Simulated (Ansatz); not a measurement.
# Geometry relaxation, with input and output: Si16C15 (charge −1) (part 1 of 2)

System: Si16C15 (defect cell, 31 atoms in the cell, total charge −1).
Method: DFT LDA, scalar-relativistic, plane waves, PAW, spin-polarised (Ansatz 0.2.0).

The structure derives from a Materials Project entry. It belongs to a series of runs on one base structure; here: C vacancy (site b), charge -1, atoms relaxed at the host's cell, started again with a moment of 3 μB.

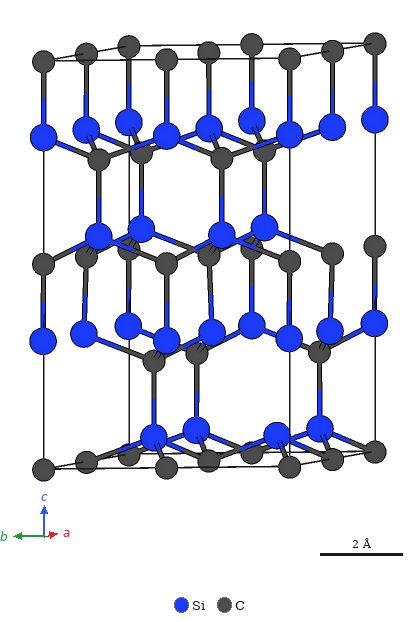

The input geometry (ball-and-stick view of the cell of the calculation, seen at an oblique angle). Near neighbours in the crystal (not all of them lie inside the picture): Si has 3 C at 1.89 to 1.91 Å; Si has 4 C at 1.86 to 1.89 Å; C has 4 Si at 1.86 to 1.91 Å.

## The input
```yaml
crystal:
  lattice:
    - [3.0584217931, -5.2973419482, 0.0]
    - [-6.1168435962, 5.7e-09, 0.0]
    - [0.0, 0.0, -10.0121483307]
  atoms:
    - { symbol: Si, position: [0.3336975163, 0.1679730264, 0.0642236451], spin: 0.75 }
    - { symbol: Si, position: [0.8329745188, 0.1664611892, 0.0622591281] }
    - { symbol: Si, position: [0.3352169727, 0.6686937539, 0.0622627972] }
    - { symbol: Si, position: [0.8330089316, 0.6686440331, 0.0622719371] }
    - { symbol: Si, position: [0.1673875461, 0.3342761742, 0.5625684326] }
    - { symbol: Si, position: [0.6665471695, 0.3342908665, 0.5625995749] }
    - { symbol: Si, position: [0.1673808849, 0.835134647, 0.5625842162] }
    - { symbol: Si, position: [0.6670530277, 0.8344974631, 0.5621437337] }
    - { symbol: Si, position: [0.0139480936, 0.0080011975, 0.3127454381], spin: 0.75 }
    - { symbol: Si, position: [0.4936667663, 0.0081733847, 0.3128108178], spin: 0.75 }
    - { symbol: Si, position: [0.0004824237, 0.5012901472, 0.3112471] }
    - { symbol: Si, position: [0.4935156784, 0.4872848891, 0.3127547869], spin: 0.75 }
    - { symbol: Si, position: [0.5006984732, 0.5018104051, 0.8123086883] }
    - { symbol: Si, position: [1.0004294895, 0.5012406869, 0.8126057128] }
    - { symbol: Si, position: [0.5006947998, 1.0009369538, 0.8123184261] }
    - { symbol: Si, position: [0.9997657988, 1.0009068778, 0.812297011] }
    - { symbol: C, position: [0.8346049386, 0.1696057704, 0.2499920894] }
    - { symbol: C, position: [0.3321237848, 0.6671367385, 0.2499927805] }
    - { symbol: C, position: [0.8346293572, 0.6670935466, 0.2500009085] }
    - { symbol: C, position: [0.1668682613, 0.3347166718, 0.7505168086] }
    - { symbol: C, position: [0.6674735399, 0.3347525941, 0.7505430408] }
    - { symbol: C, position: [0.1668736771, 0.8341980592, 0.7505293635] }
    - { symbol: C, position: [0.6670455411, 0.8345379923, 0.7489487994] }
    - { symbol: C, position: [0.5010276044, 0.5023618811, 0.5017233001] }
    - { symbol: C, position: [1.0004269745, 0.5012413264, 0.4997362555] }
    - { symbol: C, position: [0.5010488964, 1.0006656088, 0.5017395817] }
    - { symbol: C, position: [0.9992299912, 1.0006240768, 0.5016879036] }
    - { symbol: C, position: [-0.0017660123, 0.0001785371, 0.9979051535] }
    - { symbol: C, position: [0.5014447382, 0.0002401053, 0.9979221303] }
    - { symbol: C, position: [0.0004118982, 0.5012619701, 0.9993648868] }
    - { symbol: C, position: [0.5014948273, 0.5034294034, 0.9979024637] }
  host:
    lattice:
      - [3.0584217981, -2.9e-09, 0.0]
      - [-1.5292108966, 2.6486709741, 0.0]
      - [0.0, 0.0, 10.0121483307]
    atoms:
      - { symbol: Si, position: [0.6666666667, 0.3333333333, 0.9378414607] }
      - { symbol: Si, position: [0.3333333333, 0.6666666667, 0.4378414607] }
      - { symbol: Si, position: [0.0, 0.0, 0.6879005828] }
      - { symbol: Si, position: [0.0, 0.0, 0.1879005828] }
      - { symbol: C, position: [0.6666666667, 0.3333333333, 0.7498077819] }
      - { symbol: C, position: [0.3333333333, 0.6666666667, 0.2498077819] }
      - { symbol: C, position: [0.0, 0.0, 0.5004491746] }
      - { symbol: C, position: [0.0, 0.0, 0.0004491746] }
total_charge: -1
basis:
  ecutwfc: 420
  xc_grid: 2
kpoints:
  mp_grid: { grid: [2, 2, 2], shift: [0.0, 0.0, 0.0] }
hamiltonian:
  xc: lda
scf:
  occupations: { method: gaussian, width: 0.01 }
output:
  forces: true
  stress: false
  eigenvalues: true
  populations: true
  charged_corrections:
    defect_position: [0.33333333, 0.16666667, 0.25019222]
    epsilon: [[10.2735, 0.0, 0.0], [0.0, 10.2735, 0.0], [0.0, 0.0, 10.9573]]
  write_density: true
  write_potential: true
  elf: true
  volumetric_format: npy
magnetization:
  spin_polarized: true
relax:
  adjacent_minimum: "off"
  f_tol: 0.025
  max_steps: 45
```

Machine: 4 threads of Arm Neoverse N1, 98 GiB of memory available, shared host.

Command:
```bash
ansatz run input.yaml --threads 4 --pin off --max-ram 8192MiB --backend cpu --events-out ev --progress --plain --runs-dir out
```

## Log
```
Engine: ansatz 0.2.0, aarch64-unknown-linux-gnu
Pseudopotentials: kind: paw
Pseudopotential: Si, paw, valence charge 4, recommended cutoff 420 eV (normal), Si.paw.azcp
Pseudopotential: C, paw, valence charge 4, recommended cutoff 420 eV (normal), C.paw.azcp
Functional definition: SPW92
  exchange = slater_x
  correlation = pw_c
Crystal: 31 atoms, lattice volume = 324.424 Å³
Basis set: ecut = 420 eV, 6339 PW (Γ), exchange–correlation on 90×90×144 points (8 copies of the dense FFT grid, shifted against one another)
Bands: 95, of which v1, the nominal top of the filled ones, is band 63 counted from 1 (62 counted from 0)
Symmetry: 1 space group operations
Space group: P1 (ITA 1), of the structure as read, at distance tolerance 6.9e-5 Å
Magnetic group: BNS 1.1 (UNI 1), of the structure as read, at distance tolerance 6.9e-5 Å
k-points: 8
Non-local potential: Si, projectors of the file, l = 0: 2, l = 1: 2, l = 2: 2
Non-local potential: C, projectors of the file, l = 0: 2, l = 1: 2, l = 2: 1
PAW form: soft (Blöchl's): semilocal exchange-correlation on the pseudo side does not see the compensation charge
PAW frozen core: Si, regenerated for the run's functional, and the local potential with it (the file was generated under x = pbe(κ = 0.804, μ = 0.2195149727645171), c = pbe(β = 0.06672455060314922))
PAW frozen core: C, regenerated for the run's functional, and the local potential with it (the file was generated under x = pbe(κ = 0.804, μ = 0.2195149727645171), c = pbe(β = 0.06672455060314922))
PAW one-centre angular grid: Si, 110 points (default); XC on 64 Gauss nodes
PAW one-centre angular grid: C, 110 points (default); XC on 64 Gauss nodes
Initial density: superposition of atomic densities (chi_scale 0.1, normalization cell)
Starting moments: Σ|m| = 3 μB on 4 of 31 sites
Initial wavefunctions: pseudopotential atomic-orbital guess
Functional: x = slater, c = lda
SCF iter   1: F=—  HF=-13402.683068 eV  |F-HF|=—  |Δ(HF+E_count)|=         —  Δρ=7.36e-2 (↑7.36e-2 ↓7.33e-2)  dr2=8.43e1  dr2_m=1.76e-1  M=0.500 μB ∫|m|=0.715 μB  β_m=0.30  ethr=3.10e-3  ⟨swp⟩=6.0  Hψ=6907  notcnv=0  defer=175
preconditioner: auto → Resta (q_TF=auto, 2.327 Å⁻¹)  ε∞=4.3  [insulator: Δε(μ)=0.188 eV  Ē_g=12.728 eV  σ=0.010 eV  W_gap=0.65  n_scr=66 (ndim 8)  ℏωp=23.0 eV  f_vac=0.000  D(μ)=19.28/eV (n_scr^D=196)  ε∞_Penn≈4.3]
spin=Collinear: Resta preconditioning applied to the charge; magnetization (m = ρ↑ − ρ↓) channel mixes plain (no charge-response kernel on spin).
SCF iter   2: F=—  HF=-13384.296796 eV  |F-HF|=—  |Δ(HF+E_count)|=    1.84e1  Δρ=4.04e-2 (↑4.04e-2 ↓4.01e-2)  dr2=2.48e1  dr2_m=9.06e-2  M=0.500 μB ∫|m|=0.672 μB  β_m=0.30  ethr=3.10e-3  ⟨swp⟩=3.0  Hψ=3011  notcnv=0  defer=392
SCF iter   3: F=—  HF=-13376.991599 eV  |F-HF|=—  |Δ(HF+E_count)|=    7.31e0  Δρ=1.47e-2 (↑1.40e-2 ↓1.47e-2)  dr2=1.43e0  dr2_m=5.60e-2  M=0.250 μB ∫|m|=0.427 μB  β_m=0.30  ethr=3.10e-3  ⟨swp⟩=3.0  Hψ=3003  notcnv=0  defer=394
SCF iter   4: F=—  HF=-13376.565258 eV  |F-HF|=—  |Δ(HF+E_count)|=   4.26e-1  Δρ=3.98e-3 (↑3.68e-3 ↓3.98e-3)  dr2=4.93e-2  dr2_m=2.88e-2  M=0.250 μB ∫|m|=0.379 μB  β_m=0.30  ethr=1.15e-3  ⟨swp⟩=2.0  Hψ=1883  notcnv=0  defer=396
SCF iter   5: F=—  HF=-13376.585564 eV  |F-HF|=—  |Δ(HF+E_count)|=   2.03e-2  Δρ=2.51e-3 (↑2.51e-3 ↓2.48e-3)  dr2=7.98e-3  dr2_m=1.53e-2  M=0.250 μB ∫|m|=0.346 μB  β_m=0.30  ethr=3.94e-5  ⟨swp⟩=3.0  Hψ=2248  notcnv=0  defer=396
SCF iter   6: F=—  HF=-13376.594916 eV  |F-HF|=—  |Δ(HF+E_count)|=   9.35e-3  Δρ=1.71e-3 (↑1.64e-3 ↓1.71e-3)  dr2=1.32e-3  dr2_m=8.12e-3  M=0.250 μB ∫|m|=0.323 μB  β_m=0.30  ethr=6.39e-6  ⟨swp⟩=2.7  Hψ=2124  notcnv=0  defer=396
SCF iter   7: F=—  HF=-13376.600840 eV  |F-HF|=—  |Δ(HF+E_count)|=   5.92e-3  Δρ=1.24e-3 (↑1.22e-3 ↓1.24e-3)  dr2=3.14e-4  dr2_m=4.35e-3  M=0.250 μB ∫|m|=0.307 μB  β_m=0.30  ethr=1.05e-6  ⟨swp⟩=2.0  Hψ=2170  notcnv=0  defer=396
Mixer restart at iter 7: flushing history
spin-set hold released at iteration 7 (site moments contracting): the magnetisation degrees of freedom join the quasi-Newton model from the next iteration; the mixer history was flushed
SCF iter   8: F=—  HF=-13376.604048 eV  |F-HF|=—  |Δ(HF+E_count)|=   3.21e-3  Δρ=9.08e-4 (↑8.99e-4 ↓9.08e-4)  dr2=1.60e-4  dr2_m=2.35e-3  M=0.250 μB ∫|m|=0.295 μB  β_m=0.65  ethr=2.51e-7  ⟨swp⟩=2.0  Hψ=2000  notcnv=0  defer=396
SCF iter   9: F=—  HF=-13376.607831 eV  |F-HF|=—  |Δ(HF+E_count)|=   3.78e-3  Δρ=6.79e-5 (↑6.14e-5 ↓6.79e-5)  dr2=1.04e-6  dr2_m=1.22e-5  M=0.250 μB ∫|m|=0.268 μB  β_m=0.82  ethr=1.28e-7  ⟨swp⟩=3.2  Hψ=3004  notcnv=0  defer=396
SCF iter  10: F=—  HF=-13376.607842 eV  |F-HF|=—  |Δ(HF+E_count)|=   1.05e-5  Δρ=1.96e-5 (↑1.96e-5 ↓1.04e-5)  dr2=6.95e-7  dr2_m=6.03e-7  M=0.250 μB ∫|m|=0.267 μB  β_m=0.88  ethr=8.32e-10  ⟨swp⟩=20.2  Hψ=14840  notcnv=0
SCF iter  11: F=-13376.607842 eV  HF=-13376.607842 eV  |F-HF|=8.77e-8  |Δ(HF+E_count)|=   3.51e-7  Δρ=4.31e-6 (↑1.89e-6 ↓4.31e-6)  dr2=1.17e-7  dr2_m=1.05e-8  M=0.250 μB ∫|m|=0.267 μB  ethr=5.56e-10  ⟨swp⟩=8.7  Hψ=8358  notcnv=0
SCF 1 converged in 11 iterations: F = -13376.607842 eV  dr2 = 1.17e-7
  greatest PAW one-centre occupation: 0.644 electrons in one spin orbital (limit 2), on the C atom at site 18 (counted from 0), in its partial waves of l = 0
relax step   1: F+E_penalty+E_count = -13376.60784202 eV  Δ(F+E_penalty+E_count) = +0.000e0 eV  max|allowed force component| = 2.471e-2 eV/Å  Δτ_max = 0.0000 Å  (11 SCF iters, dr2 threshold 1.56e-5 eV, accepted)
Initial density: handed on by an earlier stage of this run
Starting moments: Σ|m| = 3 μB on 4 of 31 sites; this step starts from the density that it was given
Initial wavefunctions: those handed on with the density
iter 1 solved again at ethr=9.43e-11 eV; its pass at ethr=3.10e-3 eV (dr2=1.18e-7 eV) is discarded
SCF iter   1: F=—  HF=-13376.607842 eV  |F-HF|=—  |Δ(HF+E_count)|=         —  Δρ=4.31e-6 (↑1.89e-6 ↓4.31e-6)  dr2=1.17e-7  dr2_m=1.05e-8  M=0.250 μB ∫|m|=0.267 μB  β_m=0.30  ethr=9.43e-11  ⟨swp⟩=1.0  Hψ=3648  notcnv=0
preconditioner: auto → Resta (q_TF=auto, 2.327 Å⁻¹)  ε∞=4.8  [insulator: Δε(μ)=0.093 eV  Ē_g=11.775 eV  σ=0.010 eV  W_gap=0.66  n_scr=66 (ndim 8)  ℏωp=23.0 eV  f_vac=0.000  D(μ)=19.27/eV (n_scr^D=196)  ε∞_Penn≈4.8]
spin=Collinear: Resta preconditioning applied to the charge; magnetization (m = ρ↑ − ρ↓) channel mixes plain (no charge-response kernel on spin).
iter 2 did not close the SCF: its close was put off for a magnetic moment that had not settled (scf_convergence_deferred on its scf_iter line)
SCF iter   2: F=-13376.607842 eV  HF=-13376.607842 eV  |F-HF|=1.63e-8  |Δ(HF+E_count)|=   2.07e-8  Δρ=2.58e-6 (↑1.05e-6 ↓2.58e-6)  dr2=2.70e-8  dr2_m=6.27e-9  M=0.250 μB ∫|m|=0.267 μB  β_m=0.46  ethr=8.00e-11  ⟨swp⟩=5.6  Hψ=7750  notcnv=0
iter 3 did not close the SCF: its close was put off for a magnetic moment that had not settled (scf_convergence_deferred on its scf_iter line)
SCF iter   3: F=-13376.607842 eV  HF=-13376.607842 eV  |F-HF|=9.66e-10  |Δ(HF+E_count)|=   2.17e-9  Δρ=7.05e-7 (↑7.05e-7 ↓6.83e-7)  dr2=4.49e-10  dr2_m=1.35e-9  M=0.250 μB ∫|m|=0.267 μB  β_m=0.73  ethr=2.16e-11  ⟨swp⟩=5.3  Hψ=7497  notcnv=0
SCF iter   4: F=-13376.607842 eV  HF=-13376.607842 eV  |F-HF|=9.09e-12  |Δ(HF+E_count)|=   1.31e-9  Δρ=4.63e-8 (↑3.77e-8 ↓4.63e-8)  dr2=1.70e-11  dr2_m=2.08e-12  M=0.250 μB ∫|m|=0.267 μB  ethr=1.00e-12  ⟨swp⟩=4.6  Hψ=6598  notcnv=0
the starting moments were not kept: the SCF closed with an absolute magnetisation of 2.6e-1 μB, where they sum to 3 μB in size (4 sites). That is at most 0.1 of that sum.
SCF 2 converged in 4 iterations: F = -13376.607842 eV  dr2 = 1.70e-11
relax step   2: F+E_penalty+E_count = -13376.60784208 eV  Δ(F+E_penalty+E_count) = -6.580e-8 eV  max|allowed force component| = 2.480e-2 eV/Å  Δτ_max = 0.0000 Å  (4 SCF iters, accepted)
```

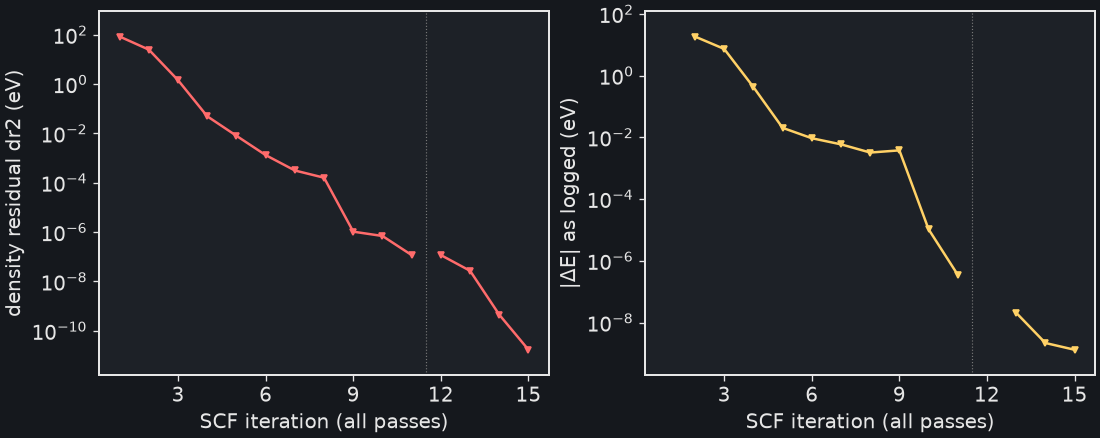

Convergence of the self-consistent field: density residual dr2 and size of the energy change against the SCF iteration. The dotted lines part the SCF passes of the relaxation: geometry steps, rejected trials and re-solves on a re-selected basis. The passes take 11 and 4 iterations.

```
SCF converged after 4 iterations
Magnetization: 0.2500 μB (62.6250 up, 62.3750 down)
Absolute magnetization: 0.2672 μB (∫|ρ↑−ρ↓|, with the PAW one-centre terms)
Spin contamination: 0.0004 ħ² per cell (⟨S²⟩ above its minimum at these occupations)
Per-site moments (μB) at R_I (Å): [(0.025325441003737015, 0.7825272723592623), (0.00028043415658132747, 0.7716364565821776), (0.00028032123252759894, 0.771675663796785), (0.000294948458827422, 0.7716508497203988), (-2.8874818659279996e-5, 0.7711538404890964), (-2.8304702871035895e-5, 0.7710936578876483), (-2.8082418333390782e-5, 0.7712113141862771), (0.001456565486681088, 0.7674678206535374), (0.003593477324991931, 0.7809969769402154), (0.0036253982450650227, 0.7809560027540257), (0.0003192563438828217, 0.7675748064828798), (0.003630957479426903, 0.7811371474973354), (0.0014447320235381935, 0.7665125333755765), (-0.00010095313858561729, 0.7713174824771339), (0.0014491411585766845, 0.7665518968476985), (0.0014456554026602809, 0.7665710185983763), (-0.0007556364499779048, 0.7676644940794007), (-0.0007592998589048197, 0.7675748064828798), (-0.000751877692802811, 0.7675949057933946), (-0.00023505668966105123, 0.7714404560902919), (-0.0002378175657835316, 0.771390352025103), (-0.00023723989189861042, 0.7714120602311817), (0.008428994950783841, 0.7715070192804514), (0.006767473628969104, 0.7674678206535374), (-0.0004085326127181194, 0.7743970336262604), (0.006814566323587336, 0.7675218100328761), (0.0067366571426980435, 0.767600870665897), (0.006566439945194686, 0.7665710185983763), (0.006600848751802921, 0.7665518968476985), (-9.433795558160327e-5, 0.7713174824771339), (0.006575654491402949, 0.7665125333755765)]
Free energy (F): -13376.607842 eV
Harris-Foulkes:  -13376.607842 eV  (|F-HF|=9.09e-12)
Internal energy: -13376.606879 eV  (E = F + TS)
E sigma→0 (E₀):  -13376.607360 eV
Entropy (-TS):   -0.000964 eV (-0.031 meV/atom)
Fermi energy:    11.288164 eV
--- Per-component energies (eV) ---
  E_band       = 432.536778
  E_kinetic    = 2106.158680
  E_local      = -1717.254880  (includes V_loc(G=0)·N_el)
  E_nonlocal   = 842.350959
  E_hartree    = 534.469515
  E_xc         = -1639.736410
  E_vxc        = -1705.998296  (∫ρ·V_xc dr)
  E_paw        = -9157.264218  (= ΣΔE_a)
  E_vpaw       = -161.659033  (= ΣTr[D̂ρ^β])
  E_aug_tail   = 0.000233  (compensation charges beyond the density's cutoff)
  E_ewald      = -4347.622536
  E_core_change = 2.291779  (= ΣΔE_core)
  E_smearing   = -0.000964  (= −TS)
  E_closure    = -0.000000  (closes the sum)
  E_deformation_potential = -18.065960  (in the stress; not in F)
  Σ components = -13376.607842   (vs F -13376.607842, Δ=0.00e0)
--- Forces (eV/Å), atoms counted from 1 ---
  atom   1  Si    -0.00023886     0.00063426    -0.01186759
  atom   2  Si     0.02194749     0.01014551    -0.00938217
  atom   3  Si     0.00063241    -0.02479568    -0.01175343
  atom   4  Si    -0.02327295     0.01154530    -0.00759023
  atom   5  Si    -0.01519315     0.01216844     0.00819996
  atom   6  Si     0.00196695    -0.01878775     0.00765420
  atom   7  Si     0.01447344     0.00920580     0.01006017
  atom   8  Si    -0.00374844    -0.00370569     0.00408840
  atom   9  Si    -0.00140081    -0.01186310     0.01032165
  atom  10  Si    -0.00177805     0.00774336     0.01623158
  atom  11  Si     0.00104952    -0.00000646    -0.01244695
  atom  12  Si    -0.00377346     0.00473724     0.01720084
  atom  13  Si     0.00210205     0.00103391    -0.00244064
  atom  14  Si     0.00052305     0.00109984     0.01849912
  atom  15  Si    -0.00270274     0.00105334    -0.00176935
  atom  16  Si    -0.00023894    -0.00389461    -0.00536363
  atom  17  C      0.01338848     0.00854732    -0.00723270
  atom  18  C      0.00607533    -0.02272917    -0.01246212
  atom  19  C     -0.01257050     0.01494267    -0.00536848
  atom  20  C      0.00103701    -0.00340348     0.00366939
  atom  21  C     -0.00100803     0.00433892     0.00563153
  atom  22  C     -0.00176242    -0.00287069     0.00495321
  atom  23  C     -0.00048965     0.00075358    -0.00080911
  atom  24  C     -0.01027962    -0.00242237     0.00575591
  atom  25  C      0.00127728    -0.00266602     0.00144988
  atom  26  C      0.01073218    -0.00225251     0.00298683
  atom  27  C      0.00038882     0.00988568     0.00009225
  atom  28  C     -0.00029034     0.00201558    -0.00469560
  atom  29  C      0.00438308    -0.00080151    -0.00448302
  atom  30  C      0.00079219    -0.00069594    -0.01344249
  atom  31  C     -0.00202121     0.00104420    -0.00568844
  max |Σ_I F_I| component: 1.01e-6 eV/Å
--- Charged-cell corrections in eV (Makov–Payne, q = -1.000 e, ε = [10.274, 10.274, 10.957]) ---
  F (periodic)     = -13376.607842  (uncorrected; the corrections below are reported, never added to it)
  E_corr1          = +0.254806  (monopole, q²α_M/2ε̄L, of the cell on which ε is isotropic)
  F Makov-Payne    = -13376.353036  (F + E_corr1; no measured alignment; for a localised charge, not one spread in a band: unchecked)
  no potential alignment in this run, which stands beside a crystal: run the host's input off ansatz write-host-input, and read the two finished runs by ansatz place-levels (neither reads a slab, a wire or a sheet, whose cell leaves a vacuum)
--- Band table (eV; the first three rows and the last of 16) ---
```
